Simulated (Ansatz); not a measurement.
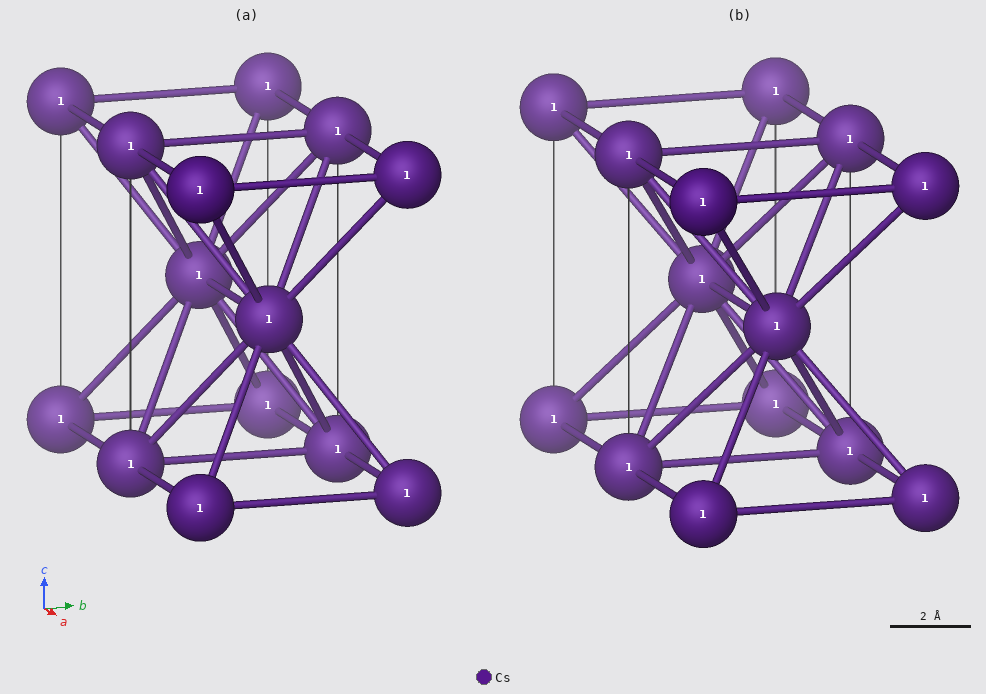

Left: a symmetric starting cell of Cs. Right: the same structure after one change, at the same scale. Style: ball-and-stick. Shown: the conventional cell (2 times the calculation's cell), repeated 2 × 1 × 1 with one cell outlined, slightly off an axis. Lengths and directions refer to the drawn axes.

The calculation used DFT PBEsol, scalar-relativistic, plane waves, PAW (Ansatz 0.2.0). (plane-wave cutoff 420 eV; k-point mesh 12 × 12 × 12; occupations gaussian; smearing width 0.1 eV; no spin polarisation)

### What distinguishes the right structure from the left one?

The cell is strained by −1.8 % along c and +7.2 % across it (volume +12.7 %), the atoms keeping their fractional coordinates. No relaxation follows. The starting cell wasn't computed here and needn't be at equilibrium, so pressure and forces aren't due to the change alone.

### How do the computed properties respond?

The pressure is −0.3 GPa (not all of it need come from the change, since the unchanged cell can be under pressure at this level too). All forces vanish by symmetry. Some distances before and after: Cs–Cs 5.500 → 5.894 Å, Cs–Cs 5.649 → 5.792 Å. The space group stays I4/mmm (No. 139).
